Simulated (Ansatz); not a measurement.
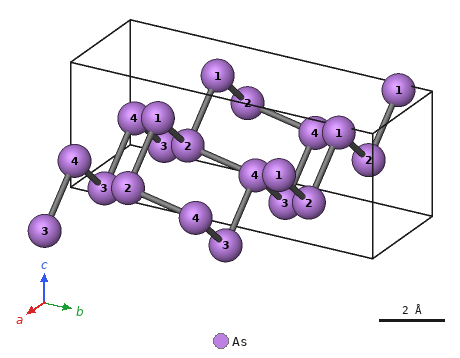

Solid As (a generated structure, set up in Cmce), before the relaxation. A ball-and-stick model of the conventional cell (2 times the calculation's cell), repeated 2 × 1 × 1 with one cell outlined, seen from a free direction. Lengths and directions refer to the drawn axes.

Case: P → As on all its sites, cell and atoms relaxed.

Computed with Ansatz, DFT PBEsol, scalar-relativistic, plane waves, PAW.

Input file:
```yaml
crystal:
  lattice:
    - [1.8644125754, -5.4372815703, 0.0]
    - [1.8644125754, 5.4372815703, 0.0]
    - [0.0, 0.0, 4.2742327557]
  atoms:
    - { symbol: As, position: [0.1120721584, 0.8879278416, 0.9448952019] }
    - { symbol: As, position: [0.6120721584, 0.3879278416, 0.5551047981] }
    - { symbol: As, position: [0.8879278416, 0.1120721584, 0.0551047981] }
    - { symbol: As, position: [0.3879278416, 0.6120721584, 0.4448952019] }
basis:
  ecutwfc: 420
kpoints:
  mp_grid: { grid: [12, 12, 10] }
hamiltonian:
  xc: pbesol
scf:
  occupations: { method: gaussian, width: 0.1 }
output:
  forces: true
  stress: true
  eigenvalues: true
relax:
  adjacent_minimum: "off"
  f_tol: 0.01
  max_steps: 60
  cell: { stress_tol: 0.1 }
```

Launched with:
```bash
ansatz run input.yaml --threads 1 --pin off --max-ram 2560MiB --backend cpu --events-out ev --progress --plain --runs-dir out
```

### Predict the outcome.

After 2 accepted moves (3 points after the start) the energy has fallen by 0.4 meV per cell of the calculation. The largest force component goes from 0.02 to 0.003 eV/Å. The pressure goes from 0.06 to −0.01 GPa. The SCF was repeated once at an unchanged geometry on a basis and grid sized afresh for the cell, which shifted the energy by 0.1 meV per cell of the calculation at most. No atom moves by more than 0.005 Å relative to the cell. The volume changes by +0.4 %, with a 3.729 → 3.730 Å (0.0 %), b 10.875 → 10.864 Å (−0.1 %), c 4.274 → 4.294 Å (+0.5 %). The space group stays Cmce (No. 64).
